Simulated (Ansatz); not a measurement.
**Molecular dynamics of N (part 2 of 2)**

N (P6₃/mmc, 18 atoms in the cell); DFT PBEsol, scalar-relativistic, plane waves, PAW, no spin polarisation (Ansatz 0.2.0); cutoff 420 eV, 2×2×2 k-mesh, Fermi–Dirac smearing of 0.05 eV. The structure derives from an entry of the Crystallography Open Database. It belongs to a series of runs on one base structure; here: dynamics (NVT, Langevin thermostat) at 450 K, volume × 1.01.

Geometry of the input (Å; fractional positions):
```
-5.4616  3.1532  -5.9096
5.4616  3.1532  -5.9096
0.0000  -6.3065  -5.9096
N  0.3611  0.0278  0.3611
N  0.6944  0.0278  0.0278
N  0.0278  0.3611  0.3611
N  0.6944  0.6944  0.3611
N  0.3611  0.3611  0.0278
N  0.0278  0.0278  0.6944
N  0.6944  0.3611  0.6944
N  0.0278  0.6944  0.0278
N  0.3611  0.6944  0.6944
N  0.9722  0.9722  0.3056
N  0.3056  0.9722  0.9722
N  0.6389  0.3056  0.3056
N  0.3056  0.6389  0.3056
N  0.9722  0.3056  0.9722
N  0.6389  0.9722  0.6389
N  0.3056  0.3056  0.6389
N  0.6389  0.6389  0.9722
N  0.9722  0.6389  0.6389
```

**What the program printed, continued**
```
md step    28: t =    56.00 fs  T =  1672.5 K  F+E_penalty+E_count = -6681.82943262 eV  E_kin = 3.891257 eV  P_inst = -8.3927 GPa  (10 SCF iters)
SCF 30 converged in 10 iterations: F = -6683.020066 eV  dr2 = 6.70e-8
md step    29: t =    58.00 fs  T =  1807.3 K  F+E_penalty+E_count = -6683.02006597 eV  E_kin = 4.205015 eV  P_inst = -8.5600 GPa  (10 SCF iters)
SCF 31 converged in 12 iterations: F = -6684.426995 eV  dr2 = 4.92e-8
md step    30: t =    60.00 fs  T =  2062.5 K  F+E_penalty+E_count = -6684.42699528 eV  E_kin = 4.798781 eV  P_inst = -8.7044 GPa  (12 SCF iters)
SCF 32 converged in 11 iterations: F = -6686.119632 eV  dr2 = 1.85e-8
md step    31: t =    62.00 fs  T =  2435.0 K  F+E_penalty+E_count = -6686.11963230 eV  E_kin = 5.665486 eV  P_inst = -8.8314 GPa  (11 SCF iters)
SCF 33 converged in 11 iterations: F = -6688.223662 eV  dr2 = 3.96e-8
md step    32: t =    64.00 fs  T =  3001.4 K  F+E_penalty+E_count = -6688.22366173 eV  E_kin = 6.983267 eV  P_inst = -8.9139 GPa  (11 SCF iters)
SCF 34 converged in 10 iterations: F = -6690.889205 eV  dr2 = 6.29e-8
md step    33: t =    66.00 fs  T =  3794.2 K  F+E_penalty+E_count = -6690.88920469 eV  E_kin = 8.827882 eV  P_inst = -8.9400 GPa  (10 SCF iters)
iter 1 solved again at ethr=5.87e-4 eV; its pass at ethr=3.10e-3 eV (dr2=5.28e-1 eV) is discarded
SCF iter   1: F=—  HF=-6694.240075 eV  |F-HF|=—  |Δ(HF+E_count)|=         —  Δρ=9.33e-3  dr2=6.30e-1  ethr=5.87e-4  ⟨swp⟩=2.8  Hψ=1533  notcnv=0
eigensolver tolerance schedule calibrated: the retry pair's looser diagonalisation under-reported the residual by θ = 0.16 (0.22/decade); ethr = c·dr2/N_el runs at the constant in force after the calibration composes with the one it found (an armed cap, an earlier calibration), c = 2.0e-2
preconditioner: auto → LDOS  [metal: Δε(μ)=0.015 eV  Ē_g=7.975 eV  σ=0.050 eV  W_gap=0.07  n_scr=86 (ndim 8)  ℏωp=14.3 eV  f_vac=0.239  D(μ)=62.48/eV (n_scr^D=836)  β→1.0]
SCF iter   2: F=—  HF=-6694.191852 eV  |F-HF|=—  |Δ(HF+E_count)|=   4.82e-2  Δρ=6.29e-3  dr2=2.84e-1  ethr=1.38e-4  ⟨swp⟩=2.8  Hψ=652  notcnv=0
SCF iter   3: F=—  HF=-6694.195986 eV  |F-HF|=—  |Δ(HF+E_count)|=   4.13e-3  Δρ=3.75e-3  dr2=9.84e-2  ethr=6.23e-5  ⟨swp⟩=2.0  Hψ=576  notcnv=0
SCF iter   4: F=—  HF=-6694.194156 eV  |F-HF|=—  |Δ(HF+E_count)|=   1.83e-3  Δρ=9.89e-4  dr2=6.47e-3  ethr=2.16e-5  ⟨swp⟩=2.0  Hψ=358  notcnv=0
SCF iter   5: F=—  HF=-6694.194767 eV  |F-HF|=—  |Δ(HF+E_count)|=   6.11e-4  Δρ=6.46e-4  dr2=2.96e-3  ethr=1.42e-6  ⟨swp⟩=1.0  Hψ=324  notcnv=0
SCF iter   6: F=—  HF=-6694.195071 eV  |F-HF|=—  |Δ(HF+E_count)|=   3.05e-4  Δρ=2.12e-4  dr2=3.79e-4  ethr=6.50e-7  ⟨swp⟩=1.0  Hψ=324  notcnv=0
SCF iter   7: F=—  HF=-6694.195057 eV  |F-HF|=—  |Δ(HF+E_count)|=   1.49e-5  Δρ=9.78e-5  dr2=5.52e-5  ethr=8.32e-8  ⟨swp⟩=3.0  Hψ=512  notcnv=0
SCF iter   8: F=—  HF=-6694.195096 eV  |F-HF|=—  |Δ(HF+E_count)|=   3.98e-5  Δρ=9.53e-5  dr2=4.38e-5  ethr=1.21e-8  ⟨swp⟩=2.0  Hψ=460  notcnv=0
SCF iter   9: F=—  HF=-6694.195096 eV  |F-HF|=—  |Δ(HF+E_count)|=   7.01e-8  Δρ=3.24e-5  dr2=4.60e-6  ethr=9.62e-9  ⟨swp⟩=2.0  Hψ=508  notcnv=0
SCF iter  10: F=—  HF=-6694.195097 eV  |F-HF|=—  |Δ(HF+E_count)|=   1.14e-6  Δρ=1.82e-5  dr2=2.10e-6  ethr=1.01e-9  ⟨swp⟩=3.0  Hψ=456  notcnv=0
SCF iter  11: F=—  HF=-6694.195098 eV  |F-HF|=—  |Δ(HF+E_count)|=   6.03e-7  Δρ=8.96e-6  dr2=5.13e-7  ethr=4.61e-10  ⟨swp⟩=2.0  Hψ=513  notcnv=0
SCF iter  12: F=—  HF=-6694.195099 eV  |F-HF|=—  |Δ(HF+E_count)|=   5.70e-7  Δρ=8.00e-6  dr2=3.05e-7  ethr=1.13e-10  ⟨swp⟩=2.0  Hψ=514  notcnv=0
SCF iter  13: F=-6694.195099 eV  HF=-6694.195099 eV  |F-HF|=3.88e-8  |Δ(HF+E_count)|=   5.01e-9  Δρ=4.09e-6  dr2=8.66e-8  ethr=2.19e-11  ⟨swp⟩=2.0  Hψ=821  notcnv=0
SCF 35 converged in 13 iterations: F = -6694.195099 eV  dr2 = 8.66e-8
  greatest PAW one-centre occupation: 0.859 electrons in one spin orbital (limit 2), on the N atom at site 4 (counted from 0), in its partial waves of l = 0
md step    34: t =    68.00 fs  T =  4428.7 K  F+E_penalty+E_count = -6694.19509859 eV  E_kin = 10.304239 eV  P_inst = -9.0488 GPa  (13 SCF iters)
```

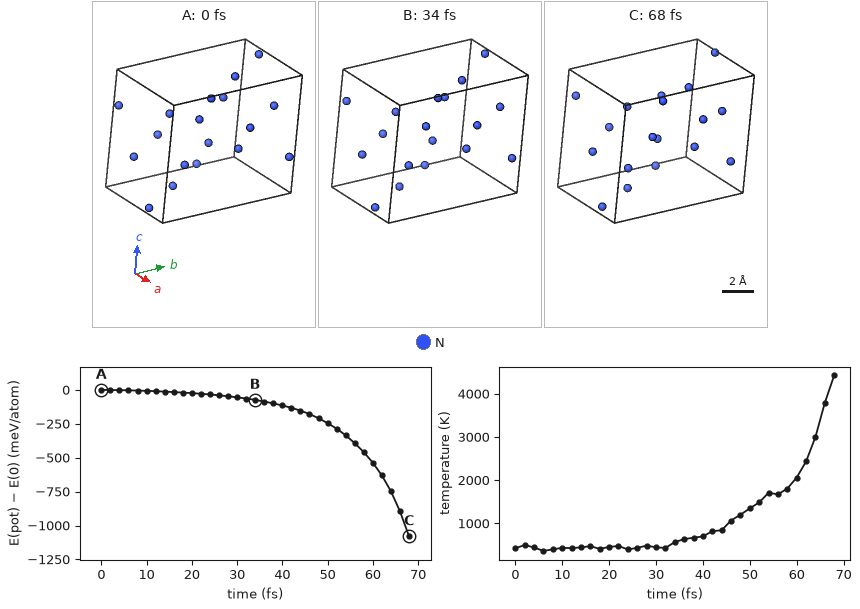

Frames of the molecular dynamics (ball-and-stick, simulation cell, seen slightly off an axis) above the curves, on which the letters mark them. The trajectory kept here has 35 frames over 68 fs. The temperature starts at 425 K, ranges from 364 to 4429 K and averages 1681 K over the second half. The potential energy ends 1079.5 meV/atom below its first value. With the common drift removed, the root-mean-square displacement is 0.72 Å, and N7 has moved furthest (1.25 Å).

```
SCF converged after 13 iterations
Free energy (F): -6694.195099 eV
Harris-Foulkes:  -6694.195099 eV  (|F-HF|=3.88e-8)
Internal energy: -6693.682215 eV  (E = F + TS)
E sigma→0 (E₀):  -6693.938657 eV
Entropy (-TS):   -0.512883 eV (-28.494 meV/atom)
Fermi energy:    -4.177074 eV
--- Per-component energies (eV) ---
  E_band       = -838.017437
  E_kinetic    = 2022.597809
  E_local      = -5556.017501  (includes V_loc(G=0)·N_el)
  E_nonlocal   = 859.087821
  E_hartree    = 1666.203845
  E_xc         = -949.331569
  E_vxc        = -1203.204032  (∫ρ·V_xc dr)
  E_paw        = -2159.973767  (= ΣΔE_a)
  E_vpaw       = -292.885283  (= ΣTr[D̂ρ^β])
  E_aug_tail   = 0.001247  (compensation charges beyond the density's cutoff)
  E_ewald      = -2576.755879
  E_core_change = 0.505779  (= ΣΔE_core)
  E_smearing   = -0.512883  (= −TS)
  E_closure    = 0.000000  (closes the sum)
  Σ components = -6694.195099   (vs F -6694.195099, Δ=0.00e0)
--- Forces (eV/Å), atoms counted from 1 ---
  atom   1  N     -0.20219264     1.76491959    -1.42871218
  atom   2  N     -1.75572649    -1.45592537    -3.32247254
  atom   3  N      2.19527222    -4.81039014     0.68092966
  atom   4  N      0.12831976     1.24382337    -2.72563147
  atom   5  N      0.59503309     1.15976210     0.69212345
  atom   6  N      4.28898448     2.95871559    -0.34049852
  atom   7  N     -6.24824851     1.44678124    -0.98528881
  atom   8  N      0.40856537    -0.36975143    -1.21140352
  atom   9  N     -2.76738145    -2.32315008     2.86287748
  atom  10  N      1.26968011     0.35179501     4.57415739
  atom  11  N      0.32609204    -0.20179063     0.09314200
  atom  12  N     -0.18503633    -1.20113945     2.22585340
  atom  13  N      0.11235901     0.04952253     0.53847550
  atom  14  N     -0.32503209     0.12702033     1.06213728
  atom  15  N     -4.66222222    -1.15310634     0.45831215
  atom  16  N      2.42186058     0.49269989    -3.57177720
  atom  17  N     -1.14467656     3.74894528    -0.20396423
  atom  18  N      5.54435536    -1.82875894     0.60173331
  max |Σ_I F_I| component: 2.74e-5 eV/Å
--- Stress (GPa, compression-positive) ---
      -10.622084      -1.440928       0.687292
       -1.440929     -12.406584       0.816311
        0.687292       0.816311      -9.524963
  P = ⅓ Tr σ = -10.8512 GPa (-108.512 kbar)
--- MD trajectory: 34 steps, t = 0.0 → 68.0 fs ---
  final state: T = 4428.7 K   F+E_penalty+E_count = -6694.19509859 eV   E_kin = 10.304239 eV
```

**Trajectory as extended XYZ (Å, eV, eV/Å), 5 of the 35 frames kept, from step=0 to step=34**
```
18
Lattice="-5.4616 3.1532 -5.9096 5.4616 3.1532 -5.9096 0.0000 -6.3065 -5.9096" Properties=species:S:1:pos:R:3:forces:R:3 step=0 time_fs=0.0 energy=-6674.76345 temperature=425.0 pressure_GPa=-7.27
N    -1.8205   -1.0511   -4.4322    0.0000   0.0000  -0.0083
N    -3.6411    2.1022   -4.4322    0.0000   0.0000  -0.0083
N     1.8205   -1.0511   -4.4322    0.0000   0.0000  -0.0083
N     0.0000    2.1022  -10.3417    0.0000   0.0000  -0.0083
N     0.0000    2.1022   -4.4322    0.0000   0.0000  -0.0083
N     0.0000   -4.2043   -4.4322    0.0000   0.0000  -0.0083
N    -1.8205   -1.0511  -10.3417    0.0000   0.0000  -0.0083
N     3.6411    2.1022   -4.4322    0.0000   0.0000  -0.0083
N     1.8205   -1.0511  -10.3417    0.0000   0.0000  -0.0083
N     0.0000    4.2043  -13.2965    0.0000   0.0000   0.0083
N     3.6411   -2.1022  -13.2965    0.0000   0.0000   0.0083
N    -1.8205    1.0511   -7.3870    0.0000   0.0000   0.0083
N     1.8205    1.0511   -7.3870    0.0000   0.0000   0.0083
N    -3.6411   -2.1022  -13.2965    0.0000   0.0000   0.0083
N     1.8205    1.0511  -13.2965    0.0000   0.0000   0.0083
N     0.0000   -2.1022   -7.3870    0.0000   0.0000   0.0083
N     0.0000   -2.1022  -13.2965    0.0000   0.0000   0.0083
N    -1.8205    1.0511  -13.2965    0.0000   0.0000   0.0083
18
Lattice="-5.4616 3.1532 -5.9096 5.4616 3.1532 -5.9096 0.0000 -6.3065 -5.9096" Properties=species:S:1:pos:R:3:forces:R:3 step=8 time_fs=16.0 energy=-6675.05026 temperature=474.2 pressure_GPa=-7.33
N    -1.8312   -1.1336   -4.4872    0.0459  -0.0170  -0.1374
N    -3.7106    2.1096   -4.5074   -0.1954   0.0620  -0.2277
N     1.7152   -1.1005   -4.4440   -0.1369  -0.1972  -0.1351
N     0.0003    2.1772  -10.3779    0.0512   0.1077  -0.2847
N    -0.1040    2.1073   -4.4954   -0.1149  -0.0130  -0.2138
N     0.1200   -4.3222   -4.4533    0.4371  -0.2846  -0.0386
N    -1.9507   -0.9022  -10.2727   -0.3915   0.2833   0.0222
N     3.6428    2.1928   -4.4631    0.1018   0.2580  -0.1732
N     1.8425   -1.1172  -10.1685    0.0343  -0.1683   0.2368
N    -0.0760    4.2245  -13.2261   -0.1755   0.0323   0.2927
N     3.5869   -2.1315  -13.3526   -0.0361  -0.0756  -0.0294
N    -1.7930    1.0748   -7.3656    0.0891  -0.0020   0.1166
N     1.8417    0.9764   -7.3260    0.0944  -0.1498   0.1036
N    -3.5852   -2.0904  -13.2649    0.0553  -0.0250   0.2297
N     1.7899    1.0629  -13.2907   -0.1937   0.0078  -0.0270
N    -0.0259   -2.1493   -7.3865    0.0028   0.0455   0.0121
N     0.0107   -1.9875  -13.1629   -0.0264   0.2489   0.1903
N    -1.6632    1.0242  -13.2575    0.3585  -0.1130   0.0628
18
Lattice="-5.4616 3.1532 -5.9096 5.4616 3.1532 -5.9096 0.0000 -6.3065 -5.9096" Properties=species:S:1:pos:R:3:forces:R:3 step=17 time_fs=34.0 energy=-6676.08582 temperature=568.0 pressure_GPa=-7.57
N    -1.8668   -1.1027   -4.6554   -0.0383   0.3196  -0.6681
N    -3.8258    2.0489   -4.5314   -0.4517  -0.0085  -0.4574
N     1.7289   -1.1347   -4.4231    0.2026  -0.5248  -0.2498
N    -0.0821    2.1562  -10.4705   -0.0409   0.1890  -0.8713
N    -0.1251    2.1446   -4.4727   -0.0090   0.0505  -0.1228
N     0.2771   -4.3566   -4.4920    1.0713  -0.3547  -0.1113
N    -2.0815   -0.6753  -10.1992   -0.9842   0.8148   0.0363
N     3.6304    2.2444   -4.4711    0.0818   0.3200  -0.2794
N     1.7994   -1.2194  -10.0169   -0.1327  -0.5223   0.5191
N    -0.1207    4.1571  -13.0612   -0.1724  -0.1962   0.8953
N     3.5198   -2.1538  -13.3555   -0.1082  -0.0985  -0.0035
N    -1.8880    1.0080   -7.2261   -0.1259  -0.3186   0.4774
N     1.9113    0.8734   -7.2373    0.3244  -0.2918   0.2869
N    -3.5541   -2.0925  -13.2473   -0.0019   0.0794   0.2933
N     1.6954    1.1072  -13.2704   -0.5358   0.1258   0.1134
N     0.0076   -2.1881   -7.4187    0.2367   0.0551  -0.2018
N    -0.0055   -1.8578  -13.1313   -0.0555   0.6618   0.0943
N    -1.5625    0.9799  -13.2324    0.7396  -0.3006   0.2494
18
Lattice="-5.4616 3.1532 -5.9096 5.4616 3.1532 -5.9096 0.0000 -6.3065 -5.9096" Properties=species:S:1:pos:R:3:forces:R:3 step=26 time_fs=52.0 energy=-6679.90615 temperature=1486.3 pressure_GPa=-8.08
N    -1.8350   -1.1363   -4.8352    0.0177   0.8282  -0.9758
N    -3.9675    2.0159   -4.6287   -0.9041   0.0636  -1.3163
N     1.7199   -1.2045   -4.4560    0.7271  -1.1331  -0.3524
N    -0.1665    2.0946  -10.5479   -0.1432   0.3710  -1.6377
N    -0.0520    2.1915   -4.4217    0.1729   0.3955   0.2246
N     0.6716   -4.4298   -4.3982    2.5704  -0.2239   0.0586
N    -2.2621   -0.4311  -10.1751   -2.6233   0.9975  -0.2676
N     3.6665    2.2856   -4.5960    0.1711   0.0333  -0.6316
N     1.6625   -1.3842   -9.8926   -0.7474  -1.0443   0.9208
N    -0.0255    4.1382  -12.7857    0.2713  -0.1838   2.1427
N     3.5528   -2.0545  -13.4727    0.1303   0.0645  -0.1443
N    -1.9969    1.0235   -7.0109   -0.2973  -0.5563   1.1839
N     2.0017    0.7401   -7.1600    0.2771  -0.3770   0.5979
N    -3.5431   -2.0237  -13.1573   -0.2304   0.2978   0.5809
N     1.4304    1.1007  -13.2738   -1.8684  -0.0892  -0.0941
N     0.0556   -2.2610   -7.5897    0.7577  -0.1015  -1.0112
N    -0.0577   -1.7133  -13.0270   -0.3431   1.5074   0.0474
N    -1.3827    0.8677  -13.2036    2.0617  -0.8497   0.6742
18
Lattice="-5.4616 3.1532 -5.9096 5.4616 3.1532 -5.9096 0.0000 -6.3065 -5.9096" Properties=species:S:1:pos:R:3:forces:R:3 step=34 time_fs=68.0 energy=-6694.19510 temperature=4428.7 pressure_GPa=-9.05
N    -1.7414   -1.1135   -4.9611   -0.2022   1.7649  -1.4287
N    -4.1080    1.9993   -4.8162   -1.7557  -1.4559  -3.3225
N     1.9032   -1.4840   -4.5874    2.1953  -4.8104   0.6809
N    -0.1686    2.1025  -10.7350    0.1283   1.2438  -2.7256
N     0.0280    2.3106   -4.4159    0.5950   1.1598   0.6921
N     1.1967   -4.4367   -4.2851    4.2890   2.9587  -0.3405
N    -2.6660   -0.1375  -10.1533   -6.2482   1.4468  -0.9853
N     3.6762    2.4274   -4.6960    0.4086  -0.3698  -1.2114
N     1.4911   -1.6430   -9.6672   -2.7674  -2.3232   2.8629
N     0.0664    4.1283  -12.2884    1.2697   0.3518   4.5742
N     3.6948   -2.0704  -13.5225    0.3261  -0.2018   0.0931
N    -2.0715    0.9232   -6.7822   -0.1850  -1.2011   2.2259
N     1.9972    0.7377   -7.1605    0.1124   0.0495   0.5385
N    -3.5022   -1.9500  -12.9872   -0.3250   0.1270   1.0621
N     1.0704    1.1271  -13.2407   -4.6622  -1.1531   0.4583
N     0.1977   -2.2956   -7.8442    2.4219   0.4927  -3.5718
N    -0.1613   -1.4565  -12.9587   -1.1447   3.7489  -0.2040
N    -1.0360    0.7112  -13.1009    5.5444  -1.8288   0.6017
```
